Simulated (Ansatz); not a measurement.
**BAs: short molecular dynamics of a 16-atom cell**

Aim: follow the atoms of BAs (zincblende) in time, from their lattice sites. Runs: PBEsol, 20 steps of 1.5 fs under a Langevin thermostat at 1300 K; r2SCAN, 20 steps of 1.5 fs under a Nosé-Hoover thermostat at 800 K. The cell is a 2×2×2 supercell of the structure relaxed with r2SCAN.

Method: DFT, plane waves, PAW, no spin polarisation, in Ansatz 0.2.0.

## (1) Starting point

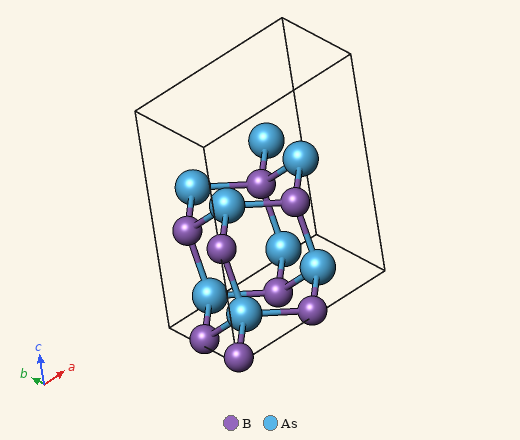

The starting structure, seen slightly off an axis (boron purple, arsenic blue). Each atom of the cell is drawn once.

As a file:

```xyz
16
Lattice="0.0000 4.7837 4.7837 4.7837 0.0000 4.7837 4.7837 4.7837 0.0000" Properties=species:S:1:pos:R:3 pbc="T T T"
B     0.0000    0.0000    0.0000
As    1.1959    1.1959    1.1959
B     2.3919    2.3919    0.0000
As    3.5878    3.5878    1.1959
B     2.3919    0.0000    2.3919
As    3.5878    1.1959    3.5878
B     4.7837    2.3919    2.3919
As    5.9797    3.5878    3.5878
B     0.0000    2.3919    2.3919
As    1.1959    3.5878    3.5878
B     2.3919    4.7837    2.3919
As    3.5878    5.9797    3.5878
B     2.3919    2.3919    4.7837
As    3.5878    3.5878    5.9797
B     4.7837    4.7837    4.7837
As    5.9797    5.9797    5.9797
```

## (2) Run 1: PBEsol

The input, input.yaml:

```yaml
crystal:
  lattice:
    - [0.0, 4.7837352089, 4.7837352089]
    - [4.7837352089, 0.0, 4.7837352089]
    - [4.7837352089, 4.7837352089, 0.0]
  atoms:
    - { symbol: B, position: [0.0, 0.0, 0.0] }
    - { symbol: As, position: [0.125, 0.125, 0.125] }
    - { symbol: B, position: [0.0, 0.0, 0.5] }
    - { symbol: As, position: [0.125, 0.125, 0.625] }
    - { symbol: B, position: [0.0, 0.5, 0.0] }
    - { symbol: As, position: [0.125, 0.625, 0.125] }
    - { symbol: B, position: [0.0, 0.5, 0.5] }
    - { symbol: As, position: [0.125, 0.625, 0.625] }
    - { symbol: B, position: [0.5, 0.0, 0.0] }
    - { symbol: As, position: [0.625, 0.125, 0.125] }
    - { symbol: B, position: [0.5, 0.0, 0.5] }
    - { symbol: As, position: [0.625, 0.125, 0.625] }
    - { symbol: B, position: [0.5, 0.5, 0.0] }
    - { symbol: As, position: [0.625, 0.625, 0.125] }
    - { symbol: B, position: [0.5, 0.5, 0.5] }
    - { symbol: As, position: [0.625, 0.625, 0.625] }
kpoints:
  mp_grid: { grid: [2, 2, 2] }
hamiltonian:
  xc: pbesol
scf:
  occupations: { method: fermi_dirac, width: 0.112 }
md:
  ensemble: nvt_langevin
  temperature: 1300
  timestep: 1.5
  n_steps: 20
  initial_velocities: maxwell_boltzmann
  seed: 3417
```

The run is started by

```bash
$ ansatz run input.yaml --threads 4 --pin off --max-ram 3686MiB --backend cpu --events-out ev --progress --plain --runs-dir out
```

Log, shortened:

```text
Warning: md: disabling space-group detection — thermal motion breaks the input geometry's symmetry, so no spatial operation reduces the k-mesh or symmetrises the density; time reversal is kept, so that k and −k are solved as one point where they differ and the mesh holds both, and exact [...]
Warning: RAYON_NUM_THREADS=4 ignored (pool sized by the plan → 4); use --threads N
[...]
Pseudopotentials: kind: paw
Pseudopotential: B, paw, valence charge 3, recommended cutoff 420 eV (normal), B.paw.azcp
Pseudopotential: As, paw, valence charge 15, recommended cutoff 420 eV (normal), As.paw.azcp
Functional definition: PBEsol
[...]
Crystal: 16 atoms, lattice volume = 218.943 Å³
Basis set: ecut = 420 eV, 4279 PW (Γ), exchange–correlation on 96×96×96 points (8 copies of the dense FFT grid, shifted against one another)
Bands: 88, of which v1, the nominal top of the filled ones, is band 72 counted from 1 (71 counted from 0)
Symmetry: 1 space group operations
k-points: 8
[...]
SCF iter   1: F=—  HF=-39724.674792 eV  |F-HF|=—  |Δ(HF+E_count)|=         —  Δρ=3.61e-3  dr2=3.49e-2  ethr=1.77e-3  ⟨swp⟩=5.8  Hψ=2552  notcnv=0
[...]
md step     0: t =     0.00 fs  T =  1218.8 K  F+E_penalty+E_count = -39724.66163426 eV  E_kin = 2.520570 eV  (7 SCF iters)
[...]
md step     5: t =     7.50 fs  T =   712.8 K  F+E_penalty+E_count = -39723.76396320 eV  E_kin = 1.474244 eV  (5 SCF iters)
[...]
md step    10: t =    15.00 fs  T =   544.8 K  F+E_penalty+E_count = -39723.26636504 eV  E_kin = 1.126779 eV  (7 SCF iters)
[...]
md step    15: t =    22.50 fs  T =   993.1 K  F+E_penalty+E_count = -39723.67925605 eV  E_kin = 2.053964 eV  (6 SCF iters)
[...]
md step    19: t =    28.50 fs  T =   694.6 K  F+E_penalty+E_count = -39723.16584164 eV  E_kin = 1.436510 eV  (6 SCF iters)
[...]
md step    20: t =    30.00 fs  T =   629.2 K  F+E_penalty+E_count = -39722.98664733 eV  E_kin = 1.301334 eV  (7 SCF iters)
SCF converged after 7 iterations
Free energy (F): -39722.986647 eV
[...]
E sigma→0 (E₀):  -39722.975198 eV
Entropy (-TS):   -0.022899 eV (-1.431 meV/atom)
Fermi energy:    11.610367 eV
[...]
--- Forces (eV/Å), atoms counted from 1 ---
  atom   1  B      0.18407713    -0.80106510     0.29360616
  atom   2  As    -0.24605758     1.02813187    -0.89682221
  atom   3  B      0.16719908     0.89533944    -0.83057725
  atom   4  As    -1.01031691    -0.68687028    -0.14942480
  atom   5  B      2.38831816     0.91590218    -0.16092745
  atom   6  As    -0.27842704    -0.36207423    -1.64302291
  atom   7  B      0.27788818    -1.14682018    -0.75325021
  atom   8  As     0.87283453    -2.44907287     1.15489034
[...]
--- MD trajectory: 20 steps, t = 0.0 → 30.0 fs ---
  final state: T = 629.2 K   F+E_penalty+E_count = -39722.98664733 eV   E_kin = 1.301334 eV
```

It took 25 s on 4 threads of an x86-64 CPU, shared host; peak memory 0.9 GiB.

## (3) What the atoms did

The trajectory, every 2 steps (energies from step 0); msd is the mean square displacement from the start, the centre of mass held:

| time (fs) | T (K) | potential energy change (meV/atom) | msd As (Å²) | msd B (Å²) |
| --- | --- | --- | --- | --- |
| 0.0 | 1219 | 0.0 | 0.000 | 0.000 |
| 3.0 | 1061 | 11.4 | 0.000 | 0.002 |
| 6.0 | 896 | 39.7 | 0.002 | 0.006 |
| 9.0 | 612 | 71.1 | 0.003 | 0.011 |
| 12.0 | 422 | 89.6 | 0.005 | 0.013 |
| 15.0 | 545 | 87.2 | 0.007 | 0.011 |
| 18.0 | 722 | 74.1 | 0.009 | 0.007 |
| 21.0 | 981 | 62.1 | 0.010 | 0.005 |
| 24.0 | 980 | 65.3 | 0.012 | 0.008 |
| 27.0 | 699 | 82.8 | 0.013 | 0.013 |
| 30.0 | 629 | 104.7 | 0.014 | 0.020 |

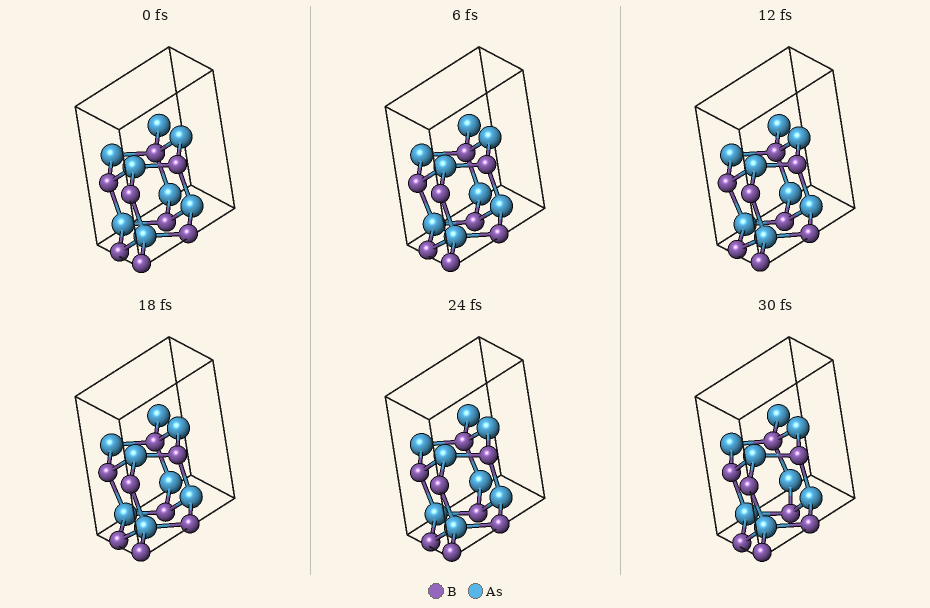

Six frames of the run, seen slightly off an axis. Each atom of the cell is drawn once. Atoms are followed across the cell's faces. Sticks are the contacts of the first frame, kept unless stretched by 40 %.

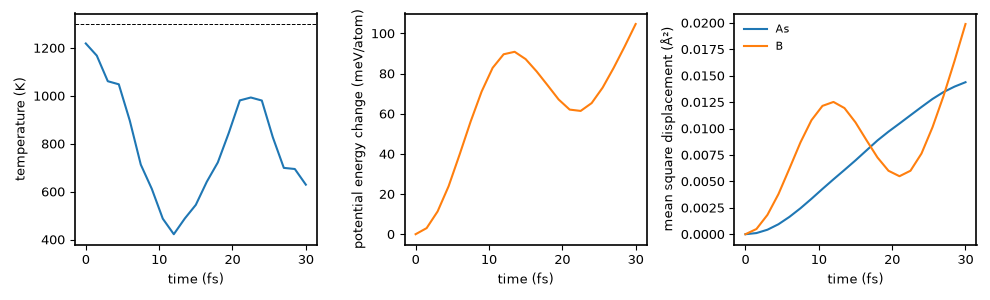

Time series of the run, each on its own scale. The dashed line is the set temperature.

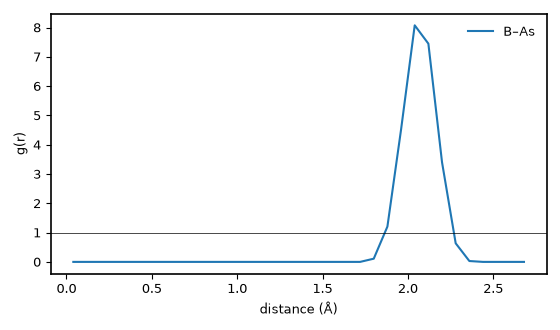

Pair distribution functions over the second half of the run, in bins of 0.08 Å, lightly smoothed, out to 2.8 Å.

First peaks of g(r) (not always the tallest), and, where a minimum follows, the mean number of second-named atoms round a first-named one up to the next minimum:

| pair | peak (Å) | height | minimum (Å) | neighbours |
| --- | --- | --- | --- | --- |
| B–As | 2.04 | 8.1 | 2.44 | 4.0 |

## (4) Snapshots as a file

Extended XYZ, with forces in eV/Å:

```xyz
16
Lattice="0.000 4.784 4.784 4.784 0.000 4.784 4.784 4.784 0.000" Properties=species:S:1:pos:R:3:forces:R:3 pbc="T T T" time_fs=4.5 T=1048 dE=0.3827
B     0.043    0.012   -0.024   -0.604   -0.186    0.370
As    1.179    1.184    1.211    0.712    0.629   -0.427
B     2.384    2.410   -0.063    0.209   -0.518    1.006
As    3.573    3.623    1.192    0.651   -0.953   -0.669
B     2.471    0.023    2.360   -1.370   -0.050    0.705
As    3.571    1.219    3.628    1.290   -0.608   -0.962
B     4.800    2.358    2.371   -0.573    0.839    0.405
As    5.991    3.579    3.580   -0.064    0.483   -0.539
B    -0.012    2.405    2.418    0.027   -0.364   -0.545
As    1.199    3.575    3.566    0.582   -0.028    0.626
B     2.415    4.767    2.386   -0.576    0.222   -0.029
As    3.599    5.946    3.569   -0.172    0.586    0.503
B     2.481    2.371    4.825   -1.833    0.480   -0.374
As    3.581    3.604    5.967    0.920   -0.095    0.549
B     4.796    4.799    4.823    0.004   -0.447   -0.931
As    5.969    5.976    5.975    0.798    0.011    0.311
16
Lattice="0.000 4.784 4.784 4.784 0.000 4.784 4.784 4.784 0.000" Properties=species:S:1:pos:R:3:forces:R:3 pbc="T T T" time_fs=10.5 T=487 dE=1.3256
B     0.066    0.023   -0.057   -0.933   -0.298    0.868
As    1.162    1.171    1.228    1.052    1.116   -0.928
B     2.350    2.420   -0.130    0.996   -1.082    2.037
As    3.561    3.656    1.190    0.927   -1.785   -1.274
B     2.528    0.040    2.324   -2.248    0.275    1.417
As    3.552    1.248    3.669    2.203   -1.300   -1.990
B     4.824    2.340    2.381   -1.225    1.324    0.339
As    5.994    3.577    3.568   -0.119    0.976   -0.872
B    -0.027    2.428    2.440   -0.035   -0.870   -1.117
As    1.199    3.558    3.544    0.839    0.356    1.063
B     2.413    4.773    2.378   -0.753   -0.049   -0.139
As    3.613    5.902    3.543   -0.477    1.530    1.098
B     2.527    2.371    4.862   -2.936    0.635   -0.600
As    3.578    3.632    5.942    1.613   -0.313    1.163
B     4.817    4.826    4.863   -0.346   -1.110   -2.078
As    5.959    5.970    5.965    1.443    0.595    1.014
16
Lattice="0.000 4.784 4.784 4.784 0.000 4.784 4.784 4.784 0.000" Properties=species:S:1:pos:R:3:forces:R:3 pbc="T T T" time_fs=15.0 T=545 dE=1.3953
B     0.044    0.028   -0.078   -0.617   -0.383    1.267
As    1.158    1.162    1.235    0.798    1.287   -1.184
B     2.340    2.409   -0.135    1.145   -1.038    2.036
As    3.559    3.667    1.191    0.805   -1.971   -1.337
B     2.498    0.036    2.330   -1.767    0.427    1.387
As    3.544    1.260    3.693    2.191   -1.368   -2.594
B     4.844    2.364    2.403   -1.629    0.765   -0.228
As    5.990    3.577    3.549    0.345    0.863   -0.436
B    -0.036    2.435    2.451   -0.069   -0.988   -1.446
As    1.191    3.546    3.545    0.787    0.650    1.054
B     2.386    4.776    2.367   -0.418   -0.195   -0.038
As    3.627    5.880    3.531   -0.948    1.848    1.056
B     2.504    2.373    4.860   -2.653    0.965   -0.318
As    3.580    3.659    5.932    1.372   -0.705    1.231
B     4.833    4.819    4.831   -0.482   -1.090   -1.838
As    5.960    5.962    5.946    1.140    0.933    1.388
16
Lattice="0.000 4.784 4.784 4.784 0.000 4.784 4.784 4.784 0.000" Properties=species:S:1:pos:R:3:forces:R:3 pbc="T T T" time_fs=19.5 T=846 dE=1.0734
B     0.017    0.043   -0.081   -0.215   -0.721    1.344
As    1.156    1.157    1.237    0.433    1.456   -1.317
B     2.361    2.375   -0.098    0.687   -0.394    1.315
As    3.560    3.667    1.190    0.580   -1.875   -1.119
B     2.424    0.039    2.356   -0.388    0.218    0.942
As    3.538    1.270    3.714    1.593   -1.128   -2.758
B     4.829    2.390    2.430   -1.546    0.125   -0.885
As    5.986    3.583    3.527    0.888    0.104    0.345
B    -0.052    2.429    2.438    0.185   -0.711   -1.369
As    1.187    3.531    3.554    0.319    0.891    0.788
B     2.345    4.776    2.348    0.167   -0.353    0.219
As    3.637    5.871    3.519   -1.632    1.901    0.628
B     2.442    2.375    4.858   -1.501    1.310   -0.111
As    3.595    3.688    5.926    0.361   -0.991    1.168
B     4.828    4.805    4.747   -0.072   -0.765   -0.629
As    5.961    5.953    5.926    0.141    0.934    1.439
16
Lattice="0.000 4.784 4.784 4.784 0.000 4.784 4.784 4.784 0.000" Properties=species:S:1:pos:R:3:forces:R:3 pbc="T T T" time_fs=25.5 T=827 dE=1.1683
B    -0.013    0.056   -0.065    0.193   -0.863    0.843
As    1.157    1.158    1.231   -0.084    1.396   -1.268
B     2.410    2.321   -0.010    0.108    0.455   -0.020
As    3.576    3.661    1.180   -0.208   -1.297   -0.432
B     2.316    0.025    2.387    1.633    0.551    0.253
As    3.524    1.287    3.719    0.293   -0.607   -2.089
B     4.754    2.438    2.444   -0.670   -0.654   -1.238
As    5.985    3.593    3.496    0.981   -1.420    1.172
B    -0.092    2.420    2.374    0.887   -0.347   -0.437
As    1.186    3.511    3.571   -0.930    1.368   -0.148
B     2.293    4.785    2.343    1.027   -0.674    0.271
As    3.650    5.870    3.517   -2.673    2.235   -0.394
B     2.307    2.412    4.860    1.173    0.911   -0.187
As    3.625    3.726    5.928   -1.007   -1.062    0.520
B     4.824    4.798    4.609    0.537   -0.721    1.646
As    5.959    5.946    5.901   -1.260    0.729    1.507
16
Lattice="0.000 4.784 4.784 4.784 0.000 4.784 4.784 4.784 0.000" Properties=species:S:1:pos:R:3:forces:R:3 pbc="T T T" time_fs=30.0 T=629 dE=1.6750
B    -0.017    0.061   -0.048    0.184   -0.801    0.294
As    1.159    1.170    1.216   -0.246    1.028   -0.897
B     2.425    2.291    0.038    0.167    0.895   -0.831
As    3.594    3.649    1.166   -1.010   -0.687   -0.149
B     2.277    0.023    2.396    2.388    0.916   -0.161
As    3.516    1.296    3.712   -0.278   -0.362   -1.643
B     4.691    2.474    2.420    0.278   -1.147   -0.753
As    5.982    3.603    3.478    0.873   -2.449    1.155
B    -0.114    2.418    2.316    1.171   -0.383    0.412
As    1.178    3.495    3.585   -1.563    1.934   -1.007
B     2.278    4.782    2.357    1.244   -0.651    0.081
As    3.658    5.874    3.523   -3.027    2.288   -0.916
B     2.226    2.446    4.863    2.721    0.314   -0.073
As    3.647    3.744    5.923   -1.714   -0.900    0.161
B     4.841    4.784    4.547    0.462   -0.388    2.596
As    5.955    5.947    5.888   -1.650    0.392    1.733
```

## (5) Run 2: r2SCAN

Edit input.yaml of step 2 so:

```diff
@@ -25,8 +25,8 @@
 hamiltonian:
-  xc: pbesol
+  xc: r2scan
 scf:
-  occupations: { method: fermi_dirac, width: 0.112 }
+  occupations: { method: fermi_dirac, width: 0.069 }
 md:
-  ensemble: nvt_langevin
-  temperature: 1300
+  ensemble: nvt_nose_hoover
+  temperature: 800
   timestep: 1.5
@@ -34,2 +34,2 @@
   initial_velocities: maxwell_boltzmann
-  seed: 3417
+  seed: 5776
```

The run is started by

```bash
$ ansatz run input.yaml --threads 4 --pin off --max-ram 3686MiB --backend cpu --events-out ev --progress --plain --runs-dir out
```

Log, shortened:

```text
Warning: md: disabling space-group detection — thermal motion breaks the input geometry's symmetry, so no spatial operation reduces the k-mesh or symmetrises the density; time reversal is kept, so that k and −k are solved as one point where they differ and the mesh holds both, and exact [...]
Warning: RAYON_NUM_THREADS=4 ignored (pool sized by the plan → 4); use --threads N
[...]
[... 1 set-up line as earlier in the session ...]
Pseudopotential: B, paw, valence charge 3, recommended cutoff 500 eV (meta_gga), B.paw.azcp
Pseudopotential: As, paw, valence charge 15, recommended cutoff 500 eV (meta_gga), As.paw.azcp
Functional definition: r2SCAN
[...]
Crystal: 16 atoms, lattice volume = 218.943 Å³
Basis set: ecut = 500 eV, 5601 PW (Γ), exchange–correlation on 200×200×200 points (64 copies of the dense FFT grid, shifted against one another)
Bands: 88, of which v1, the nominal top of the filled ones, is band 72 counted from 1 (71 counted from 0)
[... 1 set-up line as earlier in the session ...]
k-points: 8
[...]
SCF iter   1: F=—  HF=-40169.076590 eV  |F-HF|=—  |Δ(HF+E_count)|=         —  Δρ=6.49e-3  dr2=9.13e-2  dr2_τ=8.14e-1  ethr=1.77e-3  ⟨swp⟩=5.6  Hψ=2521  notcnv=0  defer=14
[...]
md step     0: t =     0.00 fs  T =   800.0 K  F+E_penalty+E_count = -40169.29607179 eV  E_kin = 1.551120 eV  conserved = -40167.74495180 eV  (8 SCF iters)
[...]
md step     5: t =     7.50 fs  T =   393.1 K  F+E_penalty+E_count = -40168.49948407 eV  E_kin = 0.762227 eV  conserved = -40167.73783270 eV  (4 SCF iters)
[...]
md step     6: t =     9.00 fs  T =   293.8 K  F+E_penalty+E_count = -40168.30462261 eV  E_kin = 0.569555 eV  conserved = -40167.73601116 eV  (3 SCF iters)
[...]
SCF iter   3: F=-40168.168904 eV  HF=-40168.168904 eV  |F-HF|=3.33e-9  |Δ(HF+E_count)|=   6.86e-8  Δρ=2.47e-6  dr2=6.97e-9  dr2_τ=1.02e-9  ethr=1.11e-11  ⟨swp⟩=4.4  Hψ=2105  notcnv=0
[...]
```

## (6) More of the same log: nvt_nose_hoover at 800 K

Output, continued, shortened:

```text
md step     7: t =    10.50 fs  T =   224.6 K  F+E_penalty+E_count = -40168.16890418 eV  E_kin = 0.435408 eV  conserved = -40167.73485847 eV  (3 SCF iters)
[...]
md step    10: t =    15.00 fs  T =   255.9 K  F+E_penalty+E_count = -40168.22951392 eV  E_kin = 0.496243 eV  conserved = -40167.73652350 eV  (6 SCF iters)
[...]
md step    13: t =    19.50 fs  T =   504.7 K  F+E_penalty+E_count = -40168.71169100 eV  E_kin = 0.978628 eV  conserved = -40167.74167691 eV  (3 SCF iters)
[...]
md step    16: t =    24.00 fs  T =   629.0 K  F+E_penalty+E_count = -40168.94455841 eV  E_kin = 1.219536 eV  conserved = -40167.74369499 eV  (3 SCF iters)
[...]
md step    19: t =    28.50 fs  T =   474.1 K  F+E_penalty+E_count = -40168.63084723 eV  E_kin = 0.919192 eV  conserved = -40167.74124978 eV  (3 SCF iters)
[...]
md step    20: t =    30.00 fs  T =   380.8 K  F+E_penalty+E_count = -40168.44547895 eV  E_kin = 0.738267 eV  conserved = -40167.73981965 eV  (7 SCF iters)
[...]
SCF iter   1: F=—  HF=-40168.445479 eV  |F-HF|=—  |Δ(HF+E_count)|=         —  Δρ=5.25e-7  dr2=6.15e-10  dr2_τ=3.59e-11  ethr=1.00e-12  ⟨swp⟩=5.4  Hψ=3299  notcnv=0
[...]
```

## (7) The output, continued: nvt_nose_hoover at 800 K

The log, continued, shortened:

```text
SCF iter   2: F=-40168.445479 eV  HF=-40168.445479 eV  |F-HF|=2.18e-10  |Δ(HF+E_count)|=  3.35e-10  Δρ=3.36e-7  dr2=2.47e-10  dr2_τ=3.86e-12  ethr=1.00e-12  ⟨swp⟩=3.0  Hψ=1459  notcnv=0
[...]
SCF converged after 2 iterations
Free energy (F): -40168.445479 eV
[...]
E sigma→0 (E₀):  -40168.445405 eV
Entropy (-TS):   -0.000147 eV (-0.009 meV/atom)
Fermi energy:    11.815527 eV
[...]
--- Forces (eV/Å), atoms counted from 1 ---
  atom   1  B      0.53075715     0.62457492     0.19856586
  atom   2  As    -1.43301475     1.04930345     0.15750061
  atom   3  B     -0.19817003    -1.25274841     0.02082563
  atom   4  As     0.60479010    -0.16138460    -0.20828671
  atom   5  B      0.87679830    -0.08588937    -0.02637120
  atom   6  As    -1.06949900    -0.42605761     1.07074154
  atom   7  B      1.44905846    -0.29110075    -0.26342529
  atom   8  As    -0.66381080     1.37443031     0.07980284
[...]
--- MD trajectory: 20 steps, t = 0.0 → 30.0 fs ---
  final state: T = 380.8 K   F+E_penalty+E_count = -40168.44547895 eV   E_kin = 0.738267 eV
  conserved energy: peak-to-peak 1.037e-2 eV (6.480e-4 eV/atom) over 30.0 fs
```

It took 66 s on 4 threads of an x86-64 CPU, shared host; peak memory 1.4 GiB.

(Part 1 of 2 ends here.)
